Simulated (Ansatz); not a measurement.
Structure (in its standard cell), the input geometry of an electronic-structure calculation (not necessarily at equilibrium); the starting structure was generated, so it need not be a known form of this composition:

```xyz
4
Lattice="4.3356 0.0000 0.0000 -2.1678 3.7548 0.0000 0.0000 0.0000 14.1927" Properties=species:S:1:pos:R:3 pbc="T T T"
Sr    0.0000    0.0000    0.0000
Sr    0.0000    0.0000    7.0964
Sr    0.0000    2.5032    3.5482
Sr    2.1678    1.2516   10.6445
```

Question: What does the kinematic electron diffraction pattern along [421] look like at 100 kV (B = 0.5 Å²)?

Answer: The spots form a centred rectangular net with both shortest vectors at d = 3.32 Å, 80.1° apart. They are 0 1 -2 and -1 1 2. The pattern has symmetry 2mm. Reflections such as 1 1 -6, 2 -1 -6, 3 -3 -6 are allowed but too weak to see at this display level.

Strongest reflections with d > 1.02 Å, one of each family (|F|² from tabulated Gaussian fits of the electron scattering factors, times a small damping for the curvature of the Ewald sphere):

```csv
hkl,d (Å),I (strongest = 100)
1 -1 -2,3.319,100
1 -2 0,2.168,79
2 -3 -2,1.392,16
2 -4 0,1.084,14
1 0 -4,2.579,7
2 -2 -4,1.659,3
```

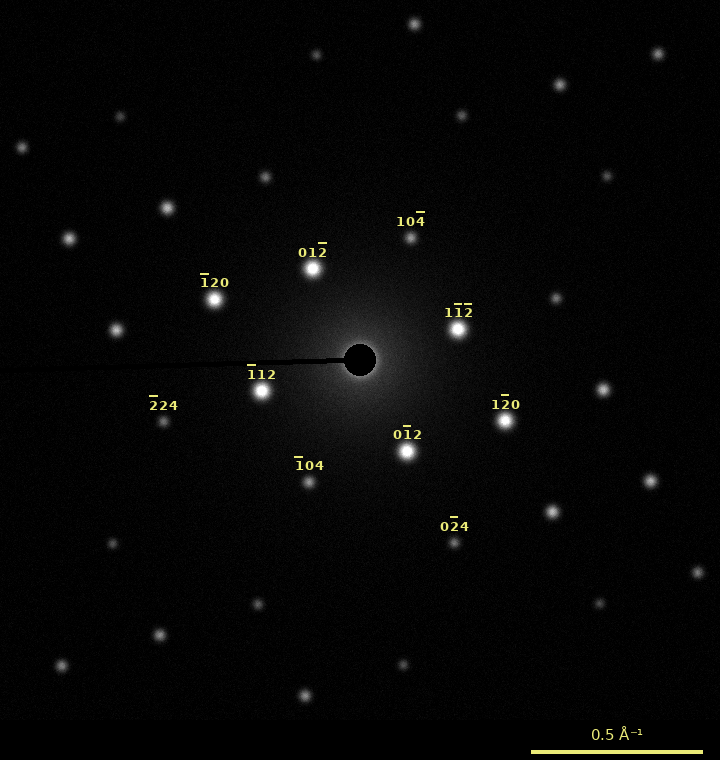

Calculated pattern, seen from the source side with [421] pointing towards the source.
